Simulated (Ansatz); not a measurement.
# Zr₂SiO₄: single-point calculation (part 1 of 2)

The run: single-point calculation of Zr₂SiO₄ (slab, 7 atoms in the cell). Method and program: DFT PBE+D3(BJ), scalar-relativistic, plane waves, PAW, PAW set soft_1, spin-polarised (Ansatz 0.2.0).

The structure derives from an entry of the Crystallography Open Database. Figures and captions count atoms from 1; the log counts them from 0 in places.

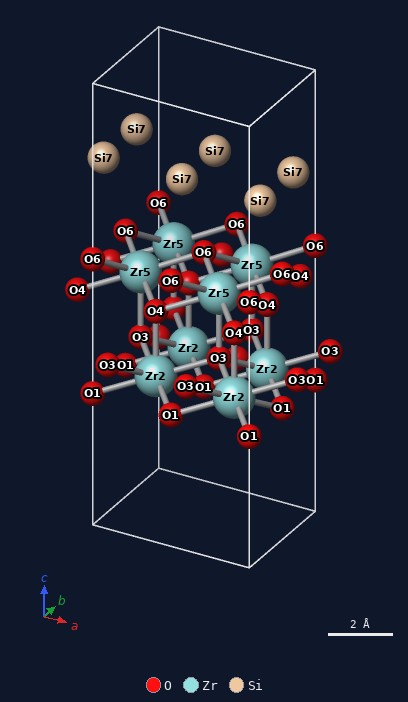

*The structure (ball-and-stick view of the 2 × 2 repeat of the cell, with the vacuum cut short, seen slightly off an axis; bonded neighbours outside the cell are drawn too; atoms are numbered from 1 in the order of the input). An atom can appear more than once, as a periodic image.*

**Key numbers**

```tsv
quantity	value
outcome	converged
electrons treated	52
free energy	−11280.9818 eV
work function, top face	4.57 eV
work function, bottom face	3.83 eV
Fermi energy	1.915 eV
gap on the k-point mesh	none (metallic)
net moment of the cell	0.00 μB
integrated absolute moment	0.00 μB
work function (upper face)	4.57 eV
largest force (length of the vector)	0.580 eV/Å
hardware	1 thread of Arm Neoverse V1, 24 GiB of memory available, shared host
wall time	3.9 min
peak memory	0.73 GiB
```

**Remarks**

Warnings of the run: some starting moments were not kept; the exchange-correlation potential is rough where the density is thin.

**The input**
```yaml
crystal:
  lattice:
    - [3.597441458, 0.0, 0.0]
    - [-1.798720729, 3.1154756913, 0.0]
    - [0.0, 0.0, 21.3728427344]
  atoms:
    - { symbol: O, position: [0.0, 0.0, 0.1871533913] }
    - { symbol: Zr, position: [0.6666666667, 0.3333333333, 0.221511229] }
    - { symbol: O, position: [0.3333333333, 0.6666666667, 0.2558690668] }
    - { symbol: O, position: [0.6666666667, 0.3333333333, 0.3197992968] }
    - { symbol: Zr, position: [0.3333333333, 0.6666666667, 0.3546358399] }
    - { symbol: O, position: [0.0, 0.0, 0.3917514782] }
    - { symbol: Si, position: [0.0, 0.3333333333, 0.5321165217], spin: 2.0 }
basis:
  ecutwfc: 420
kpoints:
  mp_grid: { grid: [9, 9, 1] }
hamiltonian:
  xc: pbe
  pseudopotentials: { kind: paw, azcp: { folder: soft_1 } }
  dispersion: d3bj
scf:
  occupations: { method: gaussian, width: 0.05 }
output:
  forces: true
  eigenvalues: true
  populations: true
  write_density: true
  write_potential: true
  elf: true
  volumetric_format: npy
magnetization:
  spin_polarized: true
efield:
  axis: 3
  dipole_correction: true
  ramp_width: 0.04
```

Run as:
```bash
ansatz run input.yaml --threads 1 --pin off --max-ram 3072MiB --backend cpu --events-out ev --progress --plain --runs-dir out
```

**Log**
```
Engine: ansatz 0.2.0, aarch64-unknown-linux-gnu
Pseudopotentials: kind: paw
Pseudopotential: O, paw, valence charge 6, recommended cutoff 420 eV (normal), [file]
Pseudopotential: Zr, paw, valence charge 12, recommended cutoff 420 eV (normal), [file]
Pseudopotential: Si, paw, valence charge 4, recommended cutoff 420 eV (normal), [file]
Functional definition: PBE
  parameter kappa = 0.804
  parameter beta = 0.06672455060314922
  exchange = pbe_x(kappa = kappa, mu = beta*pi^2/3)
  correlation = pbe_c(beta = beta)
Crystal: 7 atoms, lattice volume = 239.541 Å³
Basis set: ecut = 420 eV, 4583 PW (Γ), exchange–correlation on 50×50×288 points (8 copies of the dense FFT grid, shifted against one another)
Bands: 34, of which v1, the nominal top of the filled ones, is band 26 counted from 1 (25 counted from 0)
Symmetry: 1 space group operations
k-points: 41 of 81 (time reversal used)
Non-local potential: O, projectors of the file, l = 0: 2, l = 1: 2, l = 2: 1
Non-local potential: Zr, projectors of the file, l = 0: 3, l = 1: 2, l = 2: 2, l = 3: 1
Non-local potential: Si, projectors of the file, l = 0: 2, l = 1: 2, l = 2: 1
PAW form: soft (Blöchl's): semilocal exchange-correlation on the pseudo side does not see the compensation charge
PAW one-centre angular grid: O, 110 points (default); XC on 64 Gauss nodes
PAW one-centre angular grid: Zr, 590 points (default); XC on 64 Gauss nodes
PAW one-centre angular grid: Si, 110 points (default); XC on 64 Gauss nodes
Initial density: superposition of atomic densities (neutral atoms: chi_scale 0, normalization atom)
Starting moments: Σ|m| = 2 μB on 1 of 7 sites
Initial wavefunctions: pseudopotential atomic-orbital guess
Functional: x = pbe(κ = 0.804, μ = 0.2195149727645171), c = pbe(β = 0.06672455060314922)
SCF iter   1: F=—  HF=-11290.288520 eV  |F-HF|=—  |Δ(HF+E_count)|=         —  Δρ=5.70e-2 (↑5.70e-2 ↓5.65e-2)  dr2=3.47e1  dr2_m=1.08e-1  M=0.904 μB ∫|m|=0.904 μB  β_m=0.55  ethr=3.10e-3  p=-0.000 e·Å  D=-1.45e-7 V/Å  ΔV_dip=0.00 eV  dr2_dipole=7.51e-2  V_vac-E_F(+/−)=5.16/5.16 eV  ⟨swp⟩=7.8  Hψ=13931  notcnv=0
Mixer restart at iter 1: flushing history
efield: sawtooth ramp at fractional position 0.8396 (placed from the atoms, in the widest stretch of the axis that holds none; the zero of the levels goes with the place), width 0.0400; the density the first Hamiltonian is built on has a dipole p = -0.000 e·Å; the dipole correction subtracts the counter field D = -1.45e-7 V/Å, which shifts the + side's vacuum level by +0.00 eV against the − side's; the planar-averaged density in the ramp window peaks in size at 5.4e-7 e/Å³
preconditioner: auto → LDOS  [metal: Δε(μ)=0.002 eV  Ē_g=9.474 eV  σ=0.050 eV  W_gap=0.03  n_scr=44 (ndim 8)  ℏωp=12.7 eV  f_vac=0.491  D(μ)=2.41/eV (n_scr^D=8)]
spin=Collinear: LDOS preconditioning applied to the charge; magnetization (m = ρ↑ − ρ↓) channel mixes plain (no charge-response kernel on spin).
SCF iter   2: F=—  HF=-11282.993469 eV  |F-HF|=—  |Δ(HF+E_count)|=    7.30e0  Δρ=2.57e-2 (↑2.57e-2 ↓2.50e-2)  dr2=8.28e0  dr2_m=8.67e-2  M=0.359 μB ∫|m|=0.362 μB  β_m=0.41  ethr=3.10e-3  p=-0.091 e·Å  D=-6.87e-2 V/Å  ΔV_dip=1.47 eV  dr2_dipole=1.74e-1  V_vac-E_F(+/−)=5.09/3.62 eV  ⟨swp⟩=3.8  Hψ=7682  notcnv=0  defer=143
density mixer auto → msr1: a metal under ldos (density of states about μ 1.58 of a free-electron gas's, 44 screened modes)
SCF iter   3: F=—  HF=-11281.115880 eV  |F-HF|=—  |Δ(HF+E_count)|=    1.88e0  Δρ=1.01e-2 (↑1.01e-2 ↓9.37e-3)  dr2=1.79e0  dr2_m=1.19e-2  M=0.155 μB ∫|m|=0.161 μB  β_m=0.46  ethr=3.10e-3  p=-0.155 e·Å  D=-1.17e-1 V/Å  ΔV_dip=2.50 eV  dr2_dipole=8.38e-1  V_vac-E_F(+/−)=5.06/2.56 eV  ⟨swp⟩=3.5  Hψ=6263  notcnv=0  defer=127
SCF iter   4: F=—  HF=-11281.018905 eV  |F-HF|=—  |Δ(HF+E_count)|=   9.70e-2  Δρ=4.77e-3 (↑4.77e-3 ↓4.45e-3)  dr2=3.28e-1  dr2_m=3.73e-3  M=0.169 μB ∫|m|=0.171 μB  β_m=0.61  ethr=3.10e-3  p=-0.131 e·Å  D=-9.89e-2 V/Å  ΔV_dip=2.11 eV  dr2_dipole=1.25e-1  V_vac-E_F(+/−)=4.84/2.72 eV  ⟨swp⟩=2.1  Hψ=3810  notcnv=0  defer=107
SCF iter   5: F=—  HF=-11281.002227 eV  |F-HF|=—  |Δ(HF+E_count)|=   1.67e-2  Δρ=2.43e-3 (↑2.43e-3 ↓2.33e-3)  dr2=9.71e-2  dr2_m=4.99e-4  M=0.109 μB ∫|m|=0.115 μB  β_m=0.52  ethr=6.30e-4  p=-0.101 e·Å  D=-7.60e-2 V/Å  ΔV_dip=1.62 eV  dr2_dipole=3.49e-2  V_vac-E_F(+/−)=4.75/3.12 eV  ⟨swp⟩=2.7  Hψ=4417  notcnv=0  defer=107
SCF iter   6: F=—  HF=-11280.987526 eV  |F-HF|=—  |Δ(HF+E_count)|=   1.47e-2  Δρ=9.31e-4 (↑9.31e-4 ↓8.05e-4)  dr2=3.13e-2  dr2_m=2.32e-4  M=0.084 μB ∫|m|=0.094 μB  β_m=0.70  ethr=1.87e-4  p=-0.083 e·Å  D=-6.26e-2 V/Å  ΔV_dip=1.34 eV  dr2_dipole=1.57e-2  V_vac-E_F(+/−)=4.72/3.38 eV  ⟨swp⟩=3.1  Hψ=5095  notcnv=0  defer=149
SCF iter   7: F=—  HF=-11280.983769 eV  |F-HF|=—  |Δ(HF+E_count)|=   3.76e-3  Δρ=8.46e-4 (↑8.46e-4 ↓8.17e-4)  dr2=1.10e-2  dr2_m=5.76e-5  M=0.062 μB ∫|m|=0.073 μB  β_m=0.72  ethr=6.01e-5  p=-0.067 e·Å  D=-5.02e-2 V/Å  ΔV_dip=1.07 eV  dr2_dipole=3.68e-3  V_vac-E_F(+/−)=4.66/3.59 eV  ⟨swp⟩=2.3  Hψ=4007  notcnv=0  defer=151
SCF iter   8: F=—  HF=-11280.983632 eV  |F-HF|=—  |Δ(HF+E_count)|=   1.36e-4  Δρ=4.62e-4 (↑4.62e-4 ↓4.33e-4)  dr2=8.89e-3  dr2_m=3.09e-5  M=0.049 μB ∫|m|=0.061 μB  β_m=0.55  ethr=2.11e-5  p=-0.062 e·Å  D=-4.69e-2 V/Å  ΔV_dip=1.00 eV  dr2_dipole=3.54e-3  V_vac-E_F(+/−)=4.62/3.62 eV  ⟨swp⟩=2.2  Hψ=4598  notcnv=0  defer=162
SCF iter   9: F=—  HF=-11280.981849 eV  |F-HF|=—  |Δ(HF+E_count)|=   1.78e-3  Δρ=1.82e-4 (↑1.82e-4 ↓1.40e-4)  dr2=9.78e-4  dr2_m=1.52e-5  M=0.040 μB ∫|m|=0.051 μB  β_m=0.55  ethr=1.71e-5  p=-0.052 e·Å  D=-3.93e-2 V/Å  ΔV_dip=0.84 eV  dr2_dipole=3.91e-4  V_vac-E_F(+/−)=4.60/3.76 eV  ⟨swp⟩=2.3  Hψ=3913  notcnv=0  defer=163
SCF iter  10: F=—  HF=-11280.981760 eV  |F-HF|=—  |Δ(HF+E_count)|=   8.98e-5  Δρ=1.60e-4 (↑1.60e-4 ↓1.47e-4)  dr2=3.37e-4  dr2_m=1.01e-5  M=0.033 μB ∫|m|=0.043 μB  β_m=0.50  ethr=1.88e-6  p=-0.049 e·Å  D=-3.73e-2 V/Å  ΔV_dip=0.80 eV  dr2_dipole=1.45e-4  V_vac-E_F(+/−)=4.58/3.79 eV  ⟨swp⟩=2.0  Hψ=3948  notcnv=0  defer=163
SCF iter  11: F=—  HF=-11280.981754 eV  |F-HF|=—  |Δ(HF+E_count)|=   5.21e-6  Δρ=8.32e-5 (↑8.32e-5 ↓6.90e-5)  dr2=3.28e-5  dr2_m=5.71e-6  M=0.027 μB ∫|m|=0.036 μB  β_m=0.50  ethr=6.49e-7  p=-0.046 e·Å  D=-3.51e-2 V/Å  ΔV_dip=0.75 eV  dr2_dipole=5.09e-6  V_vac-E_F(+/−)=4.57/3.82 eV  ⟨swp⟩=2.0  Hψ=3941  notcnv=0  defer=163
SCF iter  12: F=—  HF=-11280.981787 eV  |F-HF|=—  |Δ(HF+E_count)|=   3.29e-5  Δρ=4.88e-5 (↑4.88e-5 ↓4.69e-5)  dr2=6.90e-6  dr2_m=3.55e-6  M=0.024 μB ∫|m|=0.031 μB  β_m=0.54  ethr=6.31e-8  p=-0.046 e·Å  D=-3.45e-2 V/Å  ΔV_dip=0.74 eV  dr2_dipole=3.99e-7  V_vac-E_F(+/−)=4.57/3.83 eV  ⟨swp⟩=2.9  Hψ=4495  notcnv=0  defer=163
SCF iter  13: F=—  HF=-11280.981807 eV  |F-HF|=—  |Δ(HF+E_count)|=   1.95e-5  Δρ=3.71e-5 (↑3.40e-5 ↓3.71e-5)  dr2=3.24e-6  dr2_m=2.24e-6  M=0.021 μB ∫|m|=0.027 μB  β_m=0.64  ethr=1.33e-8  p=-0.045 e·Å  D=-3.42e-2 V/Å  ΔV_dip=0.73 eV  dr2_dipole=6.30e-7  V_vac-E_F(+/−)=4.57/3.84 eV  ⟨swp⟩=3.0  Hψ=5225  notcnv=0  defer=163
SCF iter  14: F=—  HF=-11280.981820 eV  |F-HF|=—  |Δ(HF+E_count)|=   1.37e-5  Δρ=3.13e-5 (↑3.13e-5 ↓2.93e-5)  dr2=5.14e-6  dr2_m=1.45e-6  M=0.017 μB ∫|m|=0.023 μB  β_m=0.58  ethr=6.24e-9  p=-0.046 e·Å  D=-3.45e-2 V/Å  ΔV_dip=0.74 eV  dr2_dipole=8.99e-7  V_vac-E_F(+/−)=4.57/3.83 eV  ⟨swp⟩=3.0  Hψ=5262  notcnv=0  defer=163
SCF iter  15: F=—  HF=-11280.981830 eV  |F-HF|=—  |Δ(HF+E_count)|=   1.00e-5  Δρ=2.58e-5 (↑2.18e-5 ↓2.58e-5)  dr2=2.56e-6  dr2_m=7.52e-7  M=0.013 μB ∫|m|=0.018 μB  β_m=0.55  ethr=6.24e-9  p=-0.045 e·Å  D=-3.41e-2 V/Å  ΔV_dip=0.73 eV  dr2_dipole=5.01e-7  V_vac-E_F(+/−)=4.56/3.84 eV  ⟨swp⟩=3.0  Hψ=5144  notcnv=0  defer=163
SCF iter  16: F=—  HF=-11280.981837 eV  |F-HF|=—  |Δ(HF+E_count)|=   6.34e-6  Δρ=2.29e-5 (↑2.26e-5 ↓2.29e-5)  dr2=3.61e-6  dr2_m=4.04e-7  M=0.010 μB ∫|m|=0.015 μB  β_m=0.44  ethr=4.93e-9  p=-0.045 e·Å  D=-3.42e-2 V/Å  ΔV_dip=0.73 eV  dr2_dipole=1.92e-7  V_vac-E_F(+/−)=4.57/3.83 eV  ⟨swp⟩=3.0  Hψ=5354  notcnv=0  defer=163
SCF iter  17: F=—  HF=-11280.981840 eV  |F-HF|=—  |Δ(HF+E_count)|=   2.84e-6  Δρ=1.14e-5 (↑1.14e-5 ↓1.10e-5)  dr2=3.71e-7  dr2_m=1.84e-7  M=0.006 μB ∫|m|=0.012 μB  β_m=0.60  ethr=4.93e-9  p=-0.045 e·Å  D=-3.42e-2 V/Å  ΔV_dip=0.73 eV  dr2_dipole=4.07e-8  V_vac-E_F(+/−)=4.57/3.83 eV  ⟨swp⟩=3.0  Hψ=5278  notcnv=0  defer=163
SCF iter  18: F=—  HF=-11280.981841 eV  |F-HF|=—  |Δ(HF+E_count)|=   1.40e-6  Δρ=8.40e-6 (↑8.40e-6 ↓8.05e-6)  dr2=2.76e-7  dr2_m=1.11e-7  M=0.005 μB ∫|m|=0.011 μB  β_m=0.68  ethr=7.13e-10  p=-0.045 e·Å  D=-3.43e-2 V/Å  ΔV_dip=0.73 eV  dr2_dipole=3.44e-9  V_vac-E_F(+/−)=4.57/3.83 eV  ⟨swp⟩=3.0  Hψ=5148  notcnv=0  defer=163
SCF iter  19: F=—  HF=-11280.981842 eV  |F-HF|=—  |Δ(HF+E_count)|=   1.08e-6  Δρ=7.26e-6 (↑7.26e-6 ↓7.23e-6)  dr2=3.34e-7  dr2_m=6.58e-8  M=0.003 μB ∫|m|=0.009 μB  β_m=0.61  ethr=5.30e-10  p=-0.045 e·Å  D=-3.43e-2 V/Å  ΔV_dip=0.73 eV  dr2_dipole=4.66e-8  V_vac-E_F(+/−)=4.57/3.83 eV  ⟨swp⟩=3.9  Hψ=5348  notcnv=0  defer=163
SCF iter  20: F=—  HF=-11280.981842 eV  |F-HF|=—  |Δ(HF+E_count)|=   2.89e-7  Δρ=6.95e-6 (↑6.95e-6 ↓6.90e-6)  dr2=2.40e-7  dr2_m=5.57e-8  M=0.002 μB ∫|m|=0.009 μB  β_m=0.53  ethr=5.30e-10  p=-0.045 e·Å  D=-3.43e-2 V/Å  ΔV_dip=0.73 eV  dr2_dipole=2.29e-9  V_vac-E_F(+/−)=4.57/3.83 eV  ⟨swp⟩=3.0  Hψ=4686  notcnv=0  defer=163
SCF iter  21: F=—  HF=-11280.981843 eV  |F-HF|=—  |Δ(HF+E_count)|=   2.11e-7  Δρ=4.88e-6 (↑4.88e-6 ↓4.84e-6)  dr2=1.56e-8  dr2_m=4.78e-8  M=0.002 μB ∫|m|=0.008 μB  β_m=0.77  ethr=4.61e-10  p=-0.045 e·Å  D=-3.43e-2 V/Å  ΔV_dip=0.73 eV  dr2_dipole=8.61e-11  V_vac-E_F(+/−)=4.57/3.83 eV  ⟨swp⟩=3.0  Hψ=4194  notcnv=0  defer=163
SCF iter  22: F=—  HF=-11280.981843 eV  |F-HF|=—  |Δ(HF+E_count)|=   2.30e-7  Δρ=4.62e-6 (↑4.57e-6 ↓4.62e-6)  dr2=2.50e-8  dr2_m=4.05e-8  M=0.002 μB ∫|m|=0.008 μB  β_m=0.77  ethr=2.99e-11  p=-0.045 e·Å  D=-3.43e-2 V/Å  ΔV_dip=0.73 eV  dr2_dipole=1.07e-9  V_vac-E_F(+/−)=4.57/3.83 eV  ⟨swp⟩=3.7  Hψ=5428  notcnv=0  defer=163
SCF iter  23: F=—  HF=-11280.981843 eV  |F-HF|=—  |Δ(HF+E_count)|=   6.36e-7  Δρ=3.53e-6 (↑3.52e-6 ↓3.53e-6)  dr2=2.31e-8  dr2_m=2.45e-8  M=0.002 μB ∫|m|=0.006 μB  β_m=0.88  ethr=2.99e-11  p=-0.045 e·Å  D=-3.43e-2 V/Å  ΔV_dip=0.73 eV  dr2_dipole=6.10e-10  V_vac-E_F(+/−)=4.57/3.83 eV  ⟨swp⟩=4.3  Hψ=6561  notcnv=0  defer=163
SCF iter  24: F=—  HF=-11280.981844 eV  |F-HF|=—  |Δ(HF+E_count)|=   1.77e-7  Δρ=3.42e-6 (↑3.42e-6 ↓3.24e-6)  dr2=2.81e-8  dr2_m=2.02e-8  M=0.001 μB ∫|m|=0.006 μB  β_m=0.94  ethr=2.99e-11  p=-0.045 e·Å  D=-3.43e-2 V/Å  ΔV_dip=0.73 eV  dr2_dipole=6.50e-9  V_vac-E_F(+/−)=4.57/3.83 eV  ⟨swp⟩=3.9  Hψ=5874  notcnv=0  defer=163
SCF iter  25: F=—  HF=-11280.981844 eV  |F-HF|=—  |Δ(HF+E_count)|=   5.15e-7  Δρ=3.88e-6 (↑3.71e-6 ↓3.88e-6)  dr2=1.27e-7  dr2_m=9.95e-9  M=0.001 μB ∫|m|=0.004 μB  β_m=0.69  ethr=2.99e-11  p=-0.045 e·Å  D=-3.43e-2 V/Å  ΔV_dip=0.73 eV  dr2_dipole=5.31e-10  V_vac-E_F(+/−)=4.57/3.83 eV  ⟨swp⟩=4.8  Hψ=7093  notcnv=0  defer=163  recentre
SCF iter  26: F=—  HF=-11280.981844 eV  |F-HF|=—  |Δ(HF+E_count)|=   1.54e-7  Δρ=2.90e-6 (↑2.90e-6 ↓2.82e-6)  dr2=4.61e-8  dr2_m=9.24e-9  M=0.001 μB ∫|m|=0.003 μB  β_m=0.63  ethr=2.99e-11  p=-0.045 e·Å  D=-3.43e-2 V/Å  ΔV_dip=0.73 eV  dr2_dipole=3.17e-11  V_vac-E_F(+/−)=4.57/3.83 eV  ⟨swp⟩=4.0  Hψ=6943  notcnv=0  defer=163
SCF iter  27: F=—  HF=-11280.981844 eV  |F-HF|=—  |Δ(HF+E_count)|=   1.61e-7  Δρ=1.63e-6 (↑1.59e-6 ↓1.63e-6)  dr2=5.97e-9  dr2_m=4.22e-9  M=0.000 μB ∫|m|=0.001 μB  β_m=0.64  ethr=2.99e-11  p=-0.045 e·Å  D=-3.43e-2 V/Å  ΔV_dip=0.73 eV  dr2_dipole=1.04e-11  V_vac-E_F(+/−)=4.57/3.83 eV  ⟨swp⟩=4.1  Hψ=6448  notcnv=0  defer=163
SCF iter  28: F=—  HF=-11280.981845 eV  |F-HF|=—  |Δ(HF+E_count)|=   3.94e-8  Δρ=9.68e-7 (↑9.18e-7 ↓9.68e-7)  dr2=1.52e-9  dr2_m=1.75e-9  M=0.000 μB ∫|m|=0.001 μB  β_m=0.82  ethr=1.15e-11  p=-0.045 e·Å  D=-3.43e-2 V/Å  ΔV_dip=0.73 eV  dr2_dipole=4.05e-11  V_vac-E_F(+/−)=4.57/3.83 eV  ⟨swp⟩=4.0  Hψ=6329  notcnv=0  defer=163
SCF iter  29: F=—  HF=-11280.981845 eV  |F-HF|=—  |Δ(HF+E_count)|=   1.37e-8  Δρ=8.69e-7 (↑8.62e-7 ↓8.69e-7)  dr2=4.71e-9  dr2_m=6.88e-10  M=0.000 μB ∫|m|=0.000 μB  β_m=0.71  ethr=2.93e-12  p=-0.045 e·Å  D=-3.43e-2 V/Å  ΔV_dip=0.73 eV  dr2_dipole=1.83e-11  V_vac-E_F(+/−)=4.57/3.83 eV  ⟨swp⟩=4.1  Hψ=6158  notcnv=0  defer=163
SCF iter  30: F=—  HF=-11280.981845 eV  |F-HF|=—  |Δ(HF+E_count)|=   6.23e-9  Δρ=5.52e-7 (↑5.46e-7 ↓5.52e-7)  dr2=2.79e-9  dr2_m=2.21e-10  M=0.000 μB ∫|m|=0.000 μB  β_m=0.61  ethr=2.93e-12  p=-0.045 e·Å  D=-3.43e-2 V/Å  ΔV_dip=0.73 eV  dr2_dipole=3.51e-11  V_vac-E_F(+/−)=4.57/3.83 eV  ⟨swp⟩=4.0  Hψ=6321  notcnv=0  defer=163
SCF iter  31: F=—  HF=-11280.981845 eV  |F-HF|=—  |Δ(HF+E_count)|=   1.28e-9  Δρ=2.83e-7 (↑2.83e-7 ↓2.45e-7)  dr2=4.32e-10  dr2_m=9.23e-11  M=0.000 μB ∫|m|=0.000 μB  β_m=0.61  ethr=2.93e-12  p=-0.045 e·Å  D=-3.43e-2 V/Å  ΔV_dip=0.73 eV  dr2_dipole=4.91e-11  V_vac-E_F(+/−)=4.57/3.83 eV  ⟨swp⟩=16.6  Hψ=21987  notcnv=0
SCF iter  32: F=—  HF=-11280.981845 eV  |F-HF|=—  |Δ(HF+E_count)|=  7.93e-10  Δρ=2.12e-7 (↑2.12e-7 ↓1.88e-7)  dr2=2.34e-10  dr2_m=6.39e-11  M=0.000 μB ∫|m|=0.000 μB  β_m=0.60  ethr=1.00e-12  p=-0.045 e·Å  D=-3.43e-2 V/Å  ΔV_dip=0.73 eV  dr2_dipole=1.90e-11  V_vac-E_F(+/−)=4.57/3.83 eV  ⟨swp⟩=8.3  Hψ=15087  notcnv=0
SCF iter  33: F=-11280.981845 eV  HF=-11280.981845 eV  |F-HF|=1.09e-10  |Δ(HF+E_count)|=  4.27e-10  Δρ=1.84e-7 (↑1.84e-7 ↓1.83e-7)  dr2=1.20e-10  dr2_m=4.63e-11  M=0.000 μB ∫|m|=0.000 μB  ethr=1.00e-12  p=-0.045 e·Å  D=-3.43e-2 V/Å  ΔV_dip=0.73 eV  dr2_dipole=6.89e-13  V_vac-E_F(+/−)=4.57/3.83 eV  ⟨swp⟩=8.2  Hψ=14927  notcnv=0
SCF 1 converged in 33 iterations: F = -11280.981845 eV  dr2 = 1.20e-10
  greatest PAW one-centre occupation: 0.997 electrons in one spin orbital (limit 2), on the Zr atom at site 1 (counted from 0), in its partial waves of l = 0
```
